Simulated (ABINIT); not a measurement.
## Phonon calculation of TiAl (part 1 of 2)

- system: TiAl (P4/mmm, 2 atoms in the cell)
- method: Kohn-Sham DFT of a periodic cell, LDA, PseudoDojo NC SR LDA v0.4.1 standard, no spin polarisation (ABINIT 10.8.3)

The structure derives from an entry of the Crystallography Open Database.

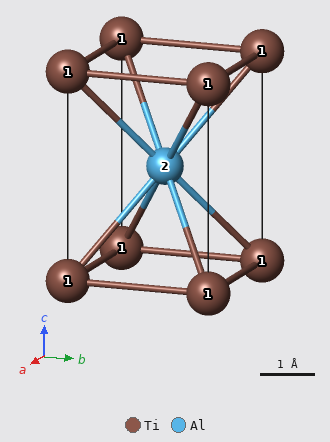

*The input geometry (ball-and-stick view of the cell of the calculation, seen slightly off an axis; atoms are numbered from 1 in the order of the input). An atom can appear more than once, as a periodic image.*

Summary

```json
{"quantity": "outcome", "value": "converged"}
{"quantity": "space group (tolerance 0.01 Å)", "value": "P4/mmm (123)"}
{"quantity": "electrons treated", "value": "15"}
{"quantity": "free energy", "value": "−1680.0063 eV"}
{"quantity": "Fermi energy", "value": "8.717 eV"}
{"quantity": "gap on the k-point mesh", "value": "none (metallic)"}
{"quantity": "pressure", "value": "−8.01 GPa"}
{"quantity": "largest force (length of the vector)", "value": "under 0.001 eV/Å"}
{"quantity": "hardware", "value": "4 threads of Arm Neoverse V2, 24 GiB of memory available, shared host"}
{"quantity": "wall time", "value": "2.7 min (CPU time 11 min)"}
{"quantity": "peak memory", "value": "0.68 GiB"}
```

Remarks

Points of doubt noted for this run: cutoff too low for stress. The cell is under a tension of 8.0 GPa at this level, so it is not at its equilibrium volume.

Input
```
# Datasets
ndtset 2

# Pseudopotentials
pp_dirpath "./"
pseudos "Ti.upf, Al.upf"

# Structure
acell 5.3617199334 5.3617199334 7.6705873125
rprim
     1.0000000000     0.0000000000     0.0000000000
     0.0000000000     1.0000000000     0.0000000000
     0.0000000000     0.0000000000     1.0000000000
ntypat 2
znucl 22 13
natom 2
typat 1 2
xred
            0.0            0.0            0.0
            1/2            1/2            1/2

# Plane-wave basis
ecut 35.0

# k points
ngkpt 12 12 8
nshiftk 1
shiftk 0.0 0.0 0.0

# Exchange and correlation
ixc 7

# Bands and occupations
nband 16
occopt 3
tsmear 0.1 eV

# SCF cycle
nstep 80

# Output
prteig 0
prtebands 0
prtwf 0
prtden 0
prtpot 0

# Dataset 1: ground state
kptopt1 1
tolvrs1 1.0e-15
prtwf1 1
tolwfr1 1.0e-14
nbdbuf1 4
nline1 6

# Dataset 2: response at q = 0 to atomic displacements
rfphon2 1
rfatpol2 1 2
rfdir2 1 1 1
getwfk2 1
kptopt2 2
nqpt2 1
qpt2 0.0 0.0 0.0
tolvrs2 1.0e-8
```

File mrgddb.in
```
merged_DDB
TiAl
2
runo_DS1_DDB
runo_DS2_DDB
```

File anaddb.abi
```
ddb_filepath "merged_DDB"
output_file "anaddb.abo"
outdata_prefix "ana"
asr 1
chneut 0
dipdip 0
dieflag 0
enunit 0
eivec 1
nph1l 1
qph1l 0.0 0.0 0.0 1.0
```

Command:
```bash
mpirun --bind-to none -np 4 abinit run.abi > log 2>&1
mrgddb < mrgddb.in > mrgddb.log 2>&1
anaddb anaddb.abi > anaddb.log 2>&1
```

Output
```
.Version 10.8.3 of ABINIT
 DATASET    1 : space group P4/m m m (#123); Bravais tP (primitive tetrag.)
================================================================================
 Values of the parameters that define the memory need for DATASET  1.
     intxc =       0    ionmov =       0      iscf =       7    lmnmax =       6
     lnmax =       6     mgfft =      45  mpssoang =       3    mqgrid =    3001
     natom =       2  nloc_mem =       1    nspden =       1   nspinor =       1
    nsppol =       1      nsym =      16    n1xccc =    2501    ntypat =       2
    occopt =       3   xclevel =       1
       mpw =        2212          nfft =       40500          nkpt =         140
================================================================================
================================================================================

 DATASET    2 : space group P4/m m m (#123); Bravais tP (primitive tetrag.)
================================================================================
 Values of the parameters that define the memory need for DATASET  2 (RF).
     intxc =       0      iscf =       7    lmnmax =       6     lnmax =       6
     mgfft =      45  mpssoang =       3    mqgrid =    3001     natom =       2
  nloc_mem =       1    nspden =       1   nspinor =       1    nsppol =       1
      nsym =      16    n1xccc =    2501    ntypat =       2    occopt =       3
   xclevel =       1
      nfft =       40500          nkpt =         580
================================================================================
================================================================================

--------------------------------------------------------------------------------
------------- Echo of variables that govern the present computation ------------
--------------------------------------------------------------------------------
 -outvars: echo values of preprocessed input variables --------
            acell      5.3617199334E+00  5.3617199334E+00  7.6705873125E+00 Bohr
              amu      4.78800000E+01  2.69815390E+01
             ecut      3.50000000E+01 Hartree
           getwfk1          0
           getwfk2          1
                       outvar_i_n : Printing only first  50 k-points.
              ixc           7
           jdtset        1    2
                       outvar_i_n : Printing only first  50 k-points.
           kptopt1          1
           kptopt2          2
         kptrlatt       12    0    0      0   12    0      0    0    8
          kptrlen      6.13646985E+01
            natom           2
            nband1         16
            nband2         16
           nbdbuf1          4
           nbdbuf2          2
           ndtset           2
            ngfft          30      30      45
             nkpt1        140
             nkpt2        580
            nline1          6
            nline2          4
             nqpt1          0
             nqpt2          1
            nstep          80
             nsym          16
           ntypat           2
                       prtocc : prtvol=0, do not print more k-points.
                       prtocc : prtvol=0, do not print more k-points.
           occopt           3
        optdriver1          0
        optdriver2          1
           prtden           0
        prtebands           0
           prteig           0
            prtwf1          1
            prtwf2          0
           rfphon1          0
           rfphon2          1
          spgroup         123
           tolvrs1     1.00000000E-15
           tolvrs2     1.00000000E-08
           tolwfr1     1.00000000E-14
           tolwfr2     0.00000000E+00
           tsmear      3.67493222E-03 Hartree
            typat      1  2
                       outvars : Printing only first  50 k-points.
           xangst      0.0000000000E+00  0.0000000000E+00  0.0000000000E+00
                       1.4186499990E+00  1.4186499990E+00  2.0295499986E+00
            xcart      0.0000000000E+00  0.0000000000E+00  0.0000000000E+00
                       2.6808599667E+00  2.6808599667E+00  3.8352936563E+00
             xred      0.0000000000E+00  0.0000000000E+00  0.0000000000E+00
                       5.0000000000E-01  5.0000000000E-01  5.0000000000E-01
            znucl       22.00000   13.00000

================================================================================

 chkinp: Checking input parameters for consistency, jdtset=   1.

 chkinp: Checking input parameters for consistency, jdtset=   2.

================================================================================
== DATASET  1 ==================================================================

--- !DatasetInfo
iteration_state: {dtset: 1, }
dimensions: {natom: 2, nkpt: 140, mband: 16, nsppol: 1, nspinor: 1, nspden: 1, mpw: 2212, }
cutoff_energies: {ecut:  35.0, pawecutdg:  -1.0, }
electrons: {nelect:   1.50000000E+01, charge:   0.00000000E+00, occopt:   3.00000000E+00, tsmear:   3.67493222E-03, }
meta: {optdriver: 0, ionmov: 0, optcell: 0, iscf: 7, paral_kgb: 0, }
...

 Exchange-correlation functional for the present dataset will be:
  LDA: Perdew-Wang 92 LSD fit to Ceperley-Alder data - ixc=7
  J.P.Perdew and Y.Wang, PRB 45, 13244 (1992)

 Real(R)+Recip(G) space primitive vectors, cartesian coordinates (Bohr,Bohr^-1):
 R(1)=  5.3617199  0.0000000  0.0000000  G(1)=  0.1865073  0.0000000  0.0000000
 R(2)=  0.0000000  5.3617199  0.0000000  G(2)=  0.0000000  0.1865073  0.0000000
 R(3)=  0.0000000  0.0000000  7.6705873  G(3)=  0.0000000  0.0000000  0.1303681
 Unit cell volume ucvol=  2.2051436E+02 bohr^3
 Angles (23,13,12)=  9.00000000E+01  9.00000000E+01  9.00000000E+01 degrees

 getcut: wavevector=  0.0000  0.0000  0.0000  ngfft=  30  30  45
         ecut(hartree)=     35.000   => boxcut(ratio)=   2.10096

--- Pseudopotential description ------------------------------------------------
- pspini: atom type   1  psp file is ./Ti.upf
  22.00000  12.00000  180309                  znucl, zion, pspdat
12 -1012 2 -1 1568                            pspcod,pspxc,lmax,lloc,mmax
     nproj     2     2     2

- pspini: atom type   2  psp file is ./Al.upf
  13.00000   3.00000  180309                  znucl, zion, pspdat
12 -1012 2 -1 1854                            pspcod,pspxc,lmax,lloc,mmax
     nproj     2     2     2

   2.31270353E+02                                ecore*ucvol(ha*bohr**3)
--------------------------------------------------------------------------------

================================================================================

--- !BeginCycle
iteration_state: {dtset: 1, }
solver: {iscf: 7, nstep: 80, nline: 6, wfoptalg: 0, }
tolerances: {tolwfr: 1.00E-14, tolvrs: 1.00E-15, }
...

     iter   Etot(hartree)      deltaE(h)  residm     vres2
 ETOT  1  -61.710888643387    -6.171E+01 3.611E-02 2.574E+01
 ETOT  2  -61.727787597927    -1.690E-02 7.975E-06 5.297E+01
 ETOT  3  -61.738650176599    -1.086E-02 1.883E-04 2.346E+00
 ETOT  4  -61.739087543255    -4.374E-04 6.693E-06 1.308E-02
 ETOT  5  -61.739091669694    -4.126E-06 3.564E-07 8.999E-04
 ETOT  6  -61.739091885403    -2.157E-07 8.502E-09 3.282E-06
 ETOT  7  -61.739091886495    -1.092E-09 2.612E-11 1.088E-07
 ETOT  8  -61.739091886517    -2.210E-11 5.741E-13 1.082E-09
 ETOT  9  -61.739091886518    -1.535E-12 9.996E-15 2.435E-11
 ETOT 10  -61.739091886518    -4.974E-14 9.974E-15 3.990E-13
 ETOT 11  -61.739091886519    -6.253E-13 9.992E-15 1.496E-15
 ETOT 12  -61.739091886519     9.237E-14 9.993E-15 6.635E-18

 At SCF step   12  max residual=  9.99E-15 < tolwfr=  1.00E-14 AND vres2   =  6.64E-18 < tolvrs=  1.00E-15 =>converged.

 Cartesian components of stress tensor (hartree/bohr^3)
  sigma(1 1)=  2.80057091E-04  sigma(3 2)=  0.00000000E+00
  sigma(2 2)=  2.80057091E-04  sigma(3 1)=  0.00000000E+00
  sigma(3 3)=  2.56166939E-04  sigma(2 1)=  0.00000000E+00

--- !ResultsGS
iteration_state: {dtset: 1, }
comment   : Summary of ground state results
lattice_vectors:
- [  5.3617199,   0.0000000,   0.0000000, ]
- [  0.0000000,   5.3617199,   0.0000000, ]
- [  0.0000000,   0.0000000,   7.6705873, ]
lattice_lengths: [   5.36172,    5.36172,    7.67059, ]
lattice_angles: [ 90.000,  90.000,  90.000, ] # degrees, (23, 13, 12)
lattice_volume:   2.2051436E+02
convergence: {deltae:  9.237E-14, res2:  6.635E-18, residm:  9.993E-15, diffor: null, }
etotal    :  -6.17390919E+01
entropy   :   0.00000000E+00
fermie    :   3.20344498E-01
cartesian_stress_tensor: # hartree/bohr^3
- [  2.80057091E-04,   0.00000000E+00,   0.00000000E+00, ]
- [  0.00000000E+00,   2.80057091E-04,   0.00000000E+00, ]
- [  0.00000000E+00,   0.00000000E+00,   2.56166939E-04, ]
pressure_GPa:  -8.0053E+00
xred      :
- [  0.0000E+00,   0.0000E+00,   0.0000E+00, Ti]
- [  5.0000E-01,   5.0000E-01,   5.0000E-01, Al]
cartesian_forces: # hartree/bohr
- [ -0.00000000E+00,  -0.00000000E+00,  -0.00000000E+00, ]
- [ -0.00000000E+00,  -0.00000000E+00,  -0.00000000E+00, ]
force_length_stats: {min:   0.00000000E+00, max:   0.00000000E+00, mean:   0.00000000E+00, }
...

 Integrated electronic density in atomic spheres:
 ------------------------------------------------
 Atom  Sphere_radius  Integrated_density
    1        2.00000          9.54964091
    2        2.00000          0.94472031
================================================================================

 ----iterations are completed or convergence reached----

 Mean square residual over all n,k,spin=   62.681E-16; max=  99.931E-16
 reduced coordinates (array xred) for    2 atoms
       0.000000000000      0.000000000000      0.000000000000
       0.500000000000      0.500000000000      0.500000000000
 rms dE/dt=  0.0000E+00; max dE/dt=  0.0000E+00; dE/dt below (all hartree)
    1       0.000000000000      0.000000000000      0.000000000000
    2       0.000000000000      0.000000000000      0.000000000000

 cartesian coordinates (angstrom) at end:
    1      0.00000000000000     0.00000000000000     0.00000000000000
    2      1.41864999903739     1.41864999903739     2.02954999863147

 cartesian forces (hartree/bohr) at end:
    1     -0.00000000000000    -0.00000000000000    -0.00000000000000
    2     -0.00000000000000    -0.00000000000000    -0.00000000000000
 frms,max,avg= 0.0000000E+00 0.0000000E+00   0.000E+00  0.000E+00  0.000E+00 h/b

 cartesian forces (eV/Angstrom) at end:
    1     -0.00000000000000    -0.00000000000000    -0.00000000000000
    2     -0.00000000000000    -0.00000000000000    -0.00000000000000
 frms,max,avg= 0.0000000E+00 0.0000000E+00   0.000E+00  0.000E+00  0.000E+00 e/A
 length scales=  5.361719933400  5.361719933400  7.670587312500 bohr
              =  2.837299998075  2.837299998075  4.059099997263 angstroms
 Fermi (or HOMO) energy (hartree) =   0.32034   Average Vxc (hartree)=  -0.40729
 Eigenvalues (hartree) for nkpt= 140  k points:
 kpt#   1, nband= 16, wtk=  0.00087, kpt=  0.0000  0.0000  0.0000 (reduced coord)
  -1.74027   -0.88378   -0.86864   -0.86864   -0.00878    0.25272    0.28933    0.31113
   0.39706    0.39706    0.43650    0.54705    0.62039    0.62039    0.65563    0.83223
      occupation numbers for kpt#   1
   2.00000    2.00000    2.00000    2.00000    2.00000    2.00000    1.99957    1.84914
   0.00000    0.00000    0.00000    0.00000    0.00000    0.00000    0.00000    0.00000
 prteigrs : prtvol=0 or 1, do not print more k-points.

--- !EnergyTerms
iteration_state     : {dtset: 1, }
comment             : Components of total free energy in Hartree
kinetic             :  2.44438047469632E+01
hartree             :  1.67986241308464E+01
xc                  : -9.76465690755203E+00
Ewald energy        : -3.98208456200220E+01
psp_core            :  1.04877685575795E+00
local_psp           : -5.51446224057738E+01
non_local_psp       :  7.02033204190284E-01
internal            : -6.17368859955900E+01
'-kT*entropy'       : -2.20589092876349E-03
total_energy        : -6.17390918865188E+01
total_energy_eV     : -1.68000627580017E+03
band_energy         : -7.20725602488709E+00
...

 Cartesian components of stress tensor (hartree/bohr^3)
  sigma(1 1)=  2.80057091E-04  sigma(3 2)=  0.00000000E+00
  sigma(2 2)=  2.80057091E-04  sigma(3 1)=  0.00000000E+00
  sigma(3 3)=  2.56166939E-04  sigma(2 1)=  0.00000000E+00

-Cartesian components of stress tensor (GPa)         [Pressure= -8.0053E+00 GPa]
- sigma(1 1)=  8.23956408E+00  sigma(3 2)=  0.00000000E+00
- sigma(2 2)=  8.23956408E+00  sigma(3 1)=  0.00000000E+00
- sigma(3 3)=  7.53669156E+00  sigma(2 1)=  0.00000000E+00
```
